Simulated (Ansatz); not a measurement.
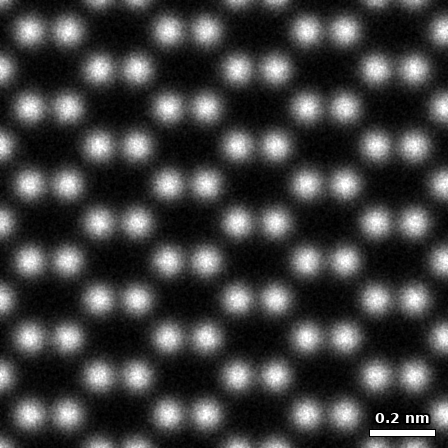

Dark-field STEM-like image of Ni (C2/c, No. 15) along [001]. Simulated incoherent Z contrast: every atom adds Z^1.7 spread by a probe of 0.72 Å full width; channelling and multiple scattering are left out. The probe carries 25 % of its weight in a tail 2.5 times as wide. Shot noise was added. Structure used: the input geometry of a calculation; the starting structure was generated, so it need not be a known form of this composition.

> Interpret the image.

The columns repeat on a centred rectangular net of 2.40 × 4.33 Å (plane group c2mm). All columns are alike (Ni). The shortest distance between visible columns is 1.20 Å in projection. Along the beam the structure repeats every 4.26 Å.
